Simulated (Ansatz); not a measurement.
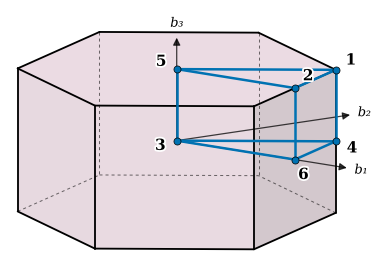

Crystal: Ti2O, the geometry relaxed at a target pressure of 15 GPa with DFT PBEsol, scalar-relativistic, plane waves, PAW (Ansatz 0.2.0). The first Brillouin zone of a primitive hexagonal lattice (hP; extended symbol hP2) is drawn with its special points numbered. Symmetry computed with spglib at a tolerance of 0.002 Å; standard conventional cell.

a = 2.884 Å, b = 2.884 Å, c = 4.636 Å, α = 90.00°, β = 90.00°, γ = 120.00°.

Labels and path follow the convention of Hinuma et al. (2017), as computed by seekpath; the arrows show the directions of the reciprocal primitive vectors b₁, b₂, b₃, in which coordinates are given.

Give the label and coordinates of each numbered point.

```
no.  label      coordinates
  1      H  (1/3, 1/3, 1/2)
  2      L    (1/2, 0, 1/2)
  3      Γ        (0, 0, 0)
  4      K    (1/3, 1/3, 0)
  5      A      (0, 0, 1/2)
  6      M      (1/2, 0, 0)
```
